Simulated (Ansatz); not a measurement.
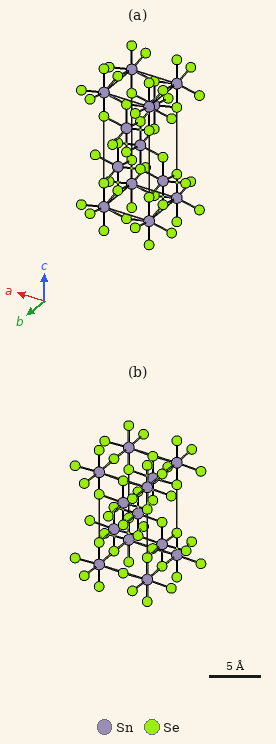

The structure of crystalline SnSe2 (built on the anatase type) before (top) and after (bottom) a relaxation, at one scale.

Style: ball-and-stick. Shown: the conventional cell (2 times the calculation's cell), from a free direction. Lengths and directions refer to the drawn axes.

Method: Ansatz, DFT, PBEsol, plane waves, PAW. Set-up: plane-wave cutoff 420 eV; k-point mesh 6 × 6 × 6; occupations fermi dirac; smearing width 0.03 eV; no spin polarisation; cell and atoms relaxed; force threshold 0.01 eV/Å; at most 120 steps.

**Summarise the run.**

The largest moves relative to the cell, 0.33 Å, are those of Se atoms. Sn stays in place. The volume changes by −8.4 %, with a = b 5.266 → 5.612 Å (+6.6 %), c 13.218 → 10.661 Å (−19.3 %). Among the contacts that change: Se–Sn 2.749 → 2.544 Å, Se–Sn 2.691 → 2.809 Å. Among the angles between lasting bonds that change: Se–Sn–Se 156.2° → 175.1°, Sn–Se–Sn 156.2° → 175.1°, Sn–Se–Sn 101.9° → 92.5°. The space group stays I4_1/amd (No. 141). The energy falls by 0.356 eV per cell of the calculation in 9 accepted moves (11 points after the start). Largest force component: 0.38 eV/Å at the start, 0.0027 eV/Å at the end. The pressure goes from −0.18 to 0.01 GPa. At 2 points the geometry stayed and the basis and grid were re-selected for the new cell (energy shift of 0.6 meV per cell of the calculation at most each time).
